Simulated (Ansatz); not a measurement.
Field-gradient calculation, with input and output: Si₇NO₁₆ (charge +1) (part 2 of 2)

Continued. System: Si₇NO₁₆ (defect cell, 24 atoms in the cell, total charge +1). Method: DFT, r2SCAN, plane-wave PAW, default files, scalar-relativistic, no spin polarisation (Ansatz 0.2.0); cutoff 500 eV, 4×4×4 k-mesh, Fermi–Dirac smearing of 0.01 eV. It belongs to a series of runs on one base structure; here: N on a Si site, charge +1, r2SCAN at the relaxed positions.

Geometry of the input (Å; fractional positions):
```
0.0000  0.0000  7.3113
4.9546  -4.9546  0.0000
4.9546  4.9546  -7.3113
N  0.0000  0.0000  0.0000
Si -0.0031  -0.0000  0.5000
Si 0.5031  0.5000  -0.0000
Si 0.5000  0.5000  0.5000
Si 0.4755  0.7561  0.2359
Si 0.5164  0.7641  0.7561
Si 0.0042  0.2359  0.2439
Si 0.0038  0.2439  0.7641
O  0.2680  0.9550  0.1597
O  0.3043  0.9306  0.6755
O  0.7997  0.4099  0.1597
O  0.7945  0.4134  0.6810
O  0.7698  0.8403  0.4099
O  0.8467  0.8403  0.9550
O  0.2999  0.3190  0.4134
O  0.3018  0.3245  0.9306
O  0.4406  0.6755  0.0694
O  0.4732  0.6810  0.5866
O  0.9367  0.1597  0.0450
O  0.9501  0.1597  0.5901
O  0.4324  0.5866  0.3190
O  0.4803  0.5901  0.8403
O  0.9533  0.0694  0.3245
O  0.9485  0.0450  0.8403
```

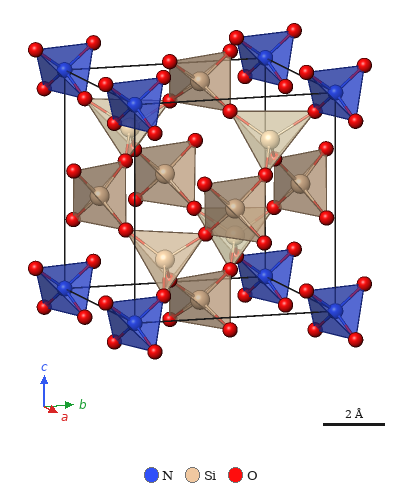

*The structure as given in the input (polyhedral view of the reduced cell, seen slightly off an axis; polyhedra are completed across the faces of the cell).*

**Output, continued**
```
--- PAW observables at the nuclei: V_zz in 10²¹ V/m², potentials from the cell's mean, atoms counted from 1 ---
  atom   1  N  V_zz =    -0.340958   η = 0.0000   by run symmetry: allowed   C_q = -0.1685 MHz
            electrostatic potential = -498.497141 V   contact ρ = 1410.849962 e/Å³
  atom   2  Si V_zz =    +2.087957   η = 0.2155   by run symmetry: allowed
            electrostatic potential = -1351.672059 V   contact ρ = 12779.174717 e/Å³
  atom   3  Si V_zz =    +2.087957   η = 0.2155   by run symmetry: allowed
            electrostatic potential = -1351.672059 V   contact ρ = 12779.174717 e/Å³
  atom   4  Si V_zz =    +1.961134   η = 0.0000   by run symmetry: allowed
            electrostatic potential = -1351.757290 V   contact ρ = 12779.241216 e/Å³
  atom   5  Si V_zz =    +3.796984   η = 0.2349   by run symmetry: allowed
            electrostatic potential = -1351.248688 V   contact ρ = 12779.629023 e/Å³
  atom   6  Si V_zz =    +3.796984   η = 0.2349   by run symmetry: allowed
            electrostatic potential = -1351.248688 V   contact ρ = 12779.629023 e/Å³
  atom   7  Si V_zz =    +3.796984   η = 0.2349   by run symmetry: allowed
            electrostatic potential = -1351.248688 V   contact ρ = 12779.629023 e/Å³
  atom   8  Si V_zz =    +3.796984   η = 0.2349   by run symmetry: allowed
            electrostatic potential = -1351.248688 V   contact ρ = 12779.629023 e/Å³
  atom   9  O  V_zz =   +27.787994   η = 0.2769   by run symmetry: allowed   C_q = -17.1875 MHz
            electrostatic potential = -615.398814 V   contact ρ = 2153.092676 e/Å³
  atom  10  O  V_zz =   +10.241869   η = 0.2494   by run symmetry: allowed   C_q = -6.3348 MHz
            electrostatic potential = -617.123371 V   contact ρ = 2148.491776 e/Å³
  atom  11  O  V_zz =   +10.357622   η = 0.2620   by run symmetry: allowed   C_q = -6.4064 MHz
            electrostatic potential = -617.211676 V   contact ρ = 2148.310655 e/Å³
  atom  12  O  V_zz =   +10.121651   η = 0.0440   by run symmetry: allowed   C_q = -6.2605 MHz
            electrostatic potential = -617.228818 V   contact ρ = 2148.480484 e/Å³
  atom  13  O  V_zz =   +10.357622   η = 0.2620   by run symmetry: allowed   C_q = -6.4064 MHz
            electrostatic potential = -617.211676 V   contact ρ = 2148.310655 e/Å³
  atom  14  O  V_zz =   +27.787994   η = 0.2769   by run symmetry: allowed   C_q = -17.1875 MHz
            electrostatic potential = -615.398814 V   contact ρ = 2153.092676 e/Å³
  atom  15  O  V_zz =   +10.121651   η = 0.0440   by run symmetry: allowed   C_q = -6.2605 MHz
            electrostatic potential = -617.228818 V   contact ρ = 2148.480484 e/Å³
  atom  16  O  V_zz =   +10.241869   η = 0.2494   by run symmetry: allowed   C_q = -6.3348 MHz
            electrostatic potential = -617.123371 V   contact ρ = 2148.491776 e/Å³
  atom  17  O  V_zz =   +10.241869   η = 0.2494   by run symmetry: allowed   C_q = -6.3348 MHz
            electrostatic potential = -617.123371 V   contact ρ = 2148.491776 e/Å³
  atom  18  O  V_zz =   +10.121651   η = 0.0440   by run symmetry: allowed   C_q = -6.2605 MHz
            electrostatic potential = -617.228818 V   contact ρ = 2148.480484 e/Å³
  atom  19  O  V_zz =   +27.787994   η = 0.2769   by run symmetry: allowed   C_q = -17.1875 MHz
            electrostatic potential = -615.398814 V   contact ρ = 2153.092676 e/Å³
  atom  20  O  V_zz =   +10.357622   η = 0.2620   by run symmetry: allowed   C_q = -6.4064 MHz
            electrostatic potential = -617.211676 V   contact ρ = 2148.310655 e/Å³
  atom  21  O  V_zz =   +10.121651   η = 0.0440   by run symmetry: allowed   C_q = -6.2605 MHz
            electrostatic potential = -617.228818 V   contact ρ = 2148.480484 e/Å³
  atom  22  O  V_zz =   +10.357622   η = 0.2620   by run symmetry: allowed   C_q = -6.4064 MHz
            electrostatic potential = -617.211676 V   contact ρ = 2148.310655 e/Å³
  atom  23  O  V_zz =   +10.241869   η = 0.2494   by run symmetry: allowed   C_q = -6.3348 MHz
            electrostatic potential = -617.123371 V   contact ρ = 2148.491776 e/Å³
  atom  24  O  V_zz =   +27.787994   η = 0.2769   by run symmetry: allowed   C_q = -17.1875 MHz
            electrostatic potential = -615.398814 V   contact ρ = 2153.092676 e/Å³
--- Band table (eV; the first three rows and the last of 18) ---
  k-point 0: bands = ["-25.1512", "-19.7575", "-19.7575", "-19.7248", "-19.6579", "-19.0187", "-18.9918", "-18.7255", "-18.7255", "-18.7029", "-18.0327", "-18.0131", "-18.0131", "-17.8746", "-17.8746", "-17.8426", "-12.6961", "-9.0016", "-9.0016", "-8.6853", "-8.6643", "-7.2371", "-7.1239", "-6.5508", "-6.5508", "-6.4928", "-5.0680", "-5.0680", "-4.9315", "-4.9147", "-4.8850", "-4.8850", "-3.2915", "-2.8031", "-2.8031", "-2.6437", "-2.4735", "-2.4549", "-2.3543", "-2.1851", "-2.1851", "-2.1662", "-2.0931", "-1.7763", "-1.7763", "-1.7509", "-1.5240", "-1.5240", "-1.4956", "-1.4559", "-1.3778", "-1.0396", "-0.9597", "-0.8470", "-0.8197", "-0.8197", "-0.4228", "-0.4228", "-0.2667", "-0.2357", "-0.2357", "-0.1152", "0.1367", "0.1367", "5.5618", "7.0386", "7.2709", "7.2788", "7.2788", "9.1265", "9.4239", "9.7340", "9.7992", "9.8475", "9.8475", "10.7009", "10.7009", "10.7252", "11.0316", "11.1249", "11.1316", "11.1316", "11.7884", "11.8870", "11.9991", "11.9991", "12.3667", "12.4315"]
  k-point 1: bands = ["-25.1511", "-19.8528", "-19.7576", "-19.6569", "-19.5795", "-19.1612", "-18.9979", "-18.7262", "-18.7061", "-18.5644", "-18.0330", "-18.0148", "-18.0109", "-17.9364", "-17.8783", "-17.8435", "-12.6741", "-9.1821", "-8.9956", "-8.6859", "-8.3901", "-7.5019", "-7.1420", "-6.5562", "-6.4804", "-6.2724", "-5.1503", "-5.0823", "-5.0014", "-4.9502", "-4.9080", "-4.8244", "-3.3213", "-2.8470", "-2.7507", "-2.6528", "-2.5349", "-2.4917", "-2.3879", "-2.1538", "-2.0750", "-2.0439", "-1.9788", "-1.8130", "-1.7721", "-1.7023", "-1.6212", "-1.5578", "-1.5327", "-1.3802", "-1.2451", "-1.1818", "-1.0347", "-0.8876", "-0.8240", "-0.6242", "-0.4380", "-0.4142", "-0.3044", "-0.2877", "-0.2291", "-0.1197", "0.0782", "0.0927", "5.6895", "7.0147", "7.2687", "7.2909", "7.4571", "8.8483", "9.3881", "9.5675", "9.8337", "9.9844", "10.1745", "10.5148", "10.5525", "10.7397", "10.8457", "10.9990", "11.1880", "11.2677", "11.5000", "11.7059", "11.9397", "12.0492", "12.1828", "12.2987"]
  k-point 2: bands = ["-25.1510", "-19.8924", "-19.7577", "-19.6558", "-19.4223", "-19.3371", "-18.9976", "-18.7269", "-18.7079", "-18.4168", "-18.0734", "-18.0166", "-17.9982", "-17.9951", "-17.8822", "-17.8465", "-12.6519", "-9.2928", "-8.9896", "-8.6867", "-7.9589", "-7.9551", "-7.1328", "-6.5562", "-6.4466", "-6.0668", "-5.2439", "-5.0793", "-5.0751", "-4.9745", "-4.9282", "-4.7994", "-3.3426", "-2.8838", "-2.7241", "-2.6777", "-2.5654", "-2.5441", "-2.2284", "-2.1065", "-2.0699", "-1.9762", "-1.9422", "-1.8071", "-1.7934", "-1.7013", "-1.6619", "-1.6139", "-1.5072", "-1.3758", "-1.1495", "-1.1376", "-1.0348", "-0.9569", "-0.8476", "-0.5475", "-0.4322", "-0.4209", "-0.3865", "-0.3852", "-0.1258", "-0.0765", "-0.0326", "0.0280", "5.8094", "7.0310", "7.2687", "7.3179", "7.9633", "8.0164", "9.4993", "9.7078", "9.8657", "10.2093", "10.3215", "10.3501", "10.6037", "10.6326", "10.7111", "10.8250", "10.9377", "11.0781", "11.5531", "11.6149", "11.8632", "11.9870", "12.1395", "12.2925"]
  k-point 17: bands = ["-25.1508", "-19.8258", "-19.8258", "-19.7347", "-19.2609", "-19.2609", "-19.2126", "-18.7640", "-18.4109", "-18.4109", "-18.3965", "-18.0083", "-17.9862", "-17.9862", "-17.8470", "-17.7970", "-12.6331", "-9.1861", "-9.1861", "-8.8887", "-7.6632", "-7.6508", "-7.6508", "-6.4013", "-5.8088", "-5.8088", "-5.7572", "-5.2453", "-5.1430", "-5.1430", "-4.9855", "-4.7932", "-3.3474", "-2.8692", "-2.8692", "-2.7938", "-2.5548", "-2.3075", "-2.2137", "-2.1462", "-2.1462", "-1.9186", "-1.9186", "-1.8698", "-1.6705", "-1.6705", "-1.6192", "-1.5581", "-1.3879", "-1.3633", "-1.2504", "-1.2504", "-0.9940", "-0.8509", "-0.8509", "-0.5932", "-0.4859", "-0.4461", "-0.4461", "-0.4026", "-0.1056", "-0.1056", "-0.0292", "0.1234", "5.8654", "7.0618", "7.0618", "7.3002", "8.7160", "8.8467", "9.2025", "9.2025", "9.6126", "9.8079", "9.9766", "9.9766", "10.5465", "10.5697", "10.5697", "10.7044", "11.0385", "11.2193", "11.2193", "11.3190", "11.8201", "11.8703", "11.9896", "11.9896"]
--- Löwdin populations: 24 sites ---
  site symbol       q [e]
     0      N      4.1285
     1     Si      2.0945
     2     Si      2.0945
     3     Si      2.0939
     4     Si      2.1124
     5     Si      2.1124
     6     Si      2.1124
     7     Si      2.1124
     8      O      6.4506
     9      O      6.8050
    10      O      6.8087
    11      O      6.8074
    12      O      6.8087
    13      O      6.4506
    14      O      6.8074
    15      O      6.8050
    16      O      6.8050
    17      O      6.8074
    18      O      6.4506
    19      O      6.8087
    20      O      6.8074
    21      O      6.8087
    22      O      6.8050
    23      O      6.4506
  spilling = 0.012909 (of n_electrons = 128.000000)
```

**File populations.tsv**
```
# site	symbol	l	j	q
# orbitals = lowdin
# n_electrons = 128.000000
# spilling = 0.012909
0	N	0_2S	-	1.168860
0	N	1_2P	-	2.959628
1	Si	0_3S	-	0.661929
1	Si	1_3P	-	1.432528
2	Si	0_3S	-	0.661929
2	Si	1_3P	-	1.432528
3	Si	0_3S	-	0.661653
3	Si	1_3P	-	1.432266
4	Si	0_3S	-	0.674448
4	Si	1_3P	-	1.437946
5	Si	0_3S	-	0.674448
5	Si	1_3P	-	1.437946
6	Si	0_3S	-	0.674448
6	Si	1_3P	-	1.437946
7	Si	0_3S	-	0.674448
7	Si	1_3P	-	1.437946
8	O	0_2S	-	1.692928
8	O	1_2P	-	4.757702
9	O	0_2S	-	1.606420
9	O	1_2P	-	5.198624
10	O	0_2S	-	1.602705
10	O	1_2P	-	5.205951
11	O	0_2S	-	1.605850
11	O	1_2P	-	5.201522
12	O	0_2S	-	1.602705
12	O	1_2P	-	5.205951
13	O	0_2S	-	1.692928
13	O	1_2P	-	4.757702
14	O	0_2S	-	1.605850
14	O	1_2P	-	5.201522
15	O	0_2S	-	1.606420
15	O	1_2P	-	5.198624
16	O	0_2S	-	1.606420
16	O	1_2P	-	5.198624
17	O	0_2S	-	1.605850
17	O	1_2P	-	5.201522
18	O	0_2S	-	1.692928
18	O	1_2P	-	4.757702
19	O	0_2S	-	1.602705
19	O	1_2P	-	5.205951
20	O	0_2S	-	1.605850
20	O	1_2P	-	5.201522
21	O	0_2S	-	1.602705
21	O	1_2P	-	5.205951
22	O	0_2S	-	1.606420
22	O	1_2P	-	5.198624
23	O	0_2S	-	1.692928
23	O	1_2P	-	4.757702
```

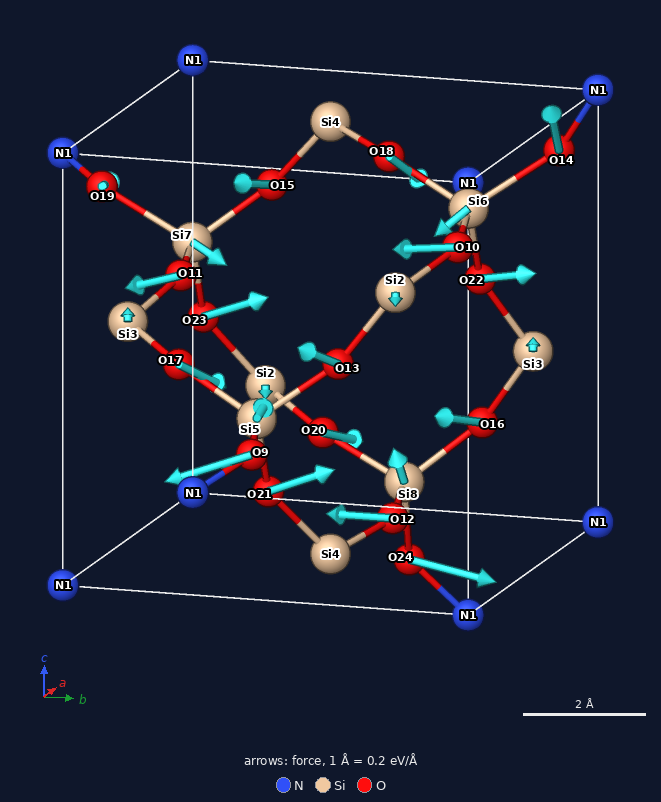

*Forces on the atoms as teal arrows (ball-and-stick view of the reduced cell, seen at an oblique angle; atoms are numbered from 1 in the order of the input).*

The largest act on O9, O14, O19, O24 (0.30 eV/Å); O10, O16, O17, O23 (0.27 eV/Å); O12, O15, O18, O21 (0.26 eV/Å); O11, O13, O20, O22 (0.23 eV/Å), among others. The geometry is not a stationary point of this energy.

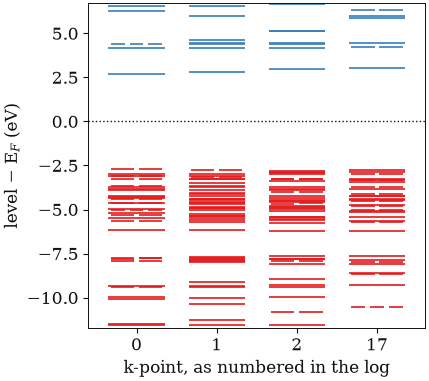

*Kohn–Sham levels near the Fermi level (dotted) at the few k-points that the log prints; levels within 0.02 eV of each other stand side by side.*

Among these points the highest filled and lowest empty levels are 5.43 eV apart, which is the gap on the mesh.

**Key numbers**

| quantity | value |
| --- | --- |
| outcome | converged |
| electrons treated | 128 |
| free energy | −13974.9556 eV |
| Fermi energy | 2.854 eV |
| gap on the k-point mesh | 5.43 eV |
| pressure | −7.25 GPa |
| field gradient V_zz (10²¹ V/m²) | N −0.34, Si 2.09, Si 2.09, Si 1.96, Si 3.80, Si 3.80, Si 3.80, Si 3.80 (the first 8 of 24 sites) |
| largest force (length of the vector) | 0.304 eV/Å |
| hardware | 1 thread of Arm Neoverse V1, 24 GiB of memory available, shared host |
| wall time | 3.4 min |
| peak memory | 1.5 GiB |
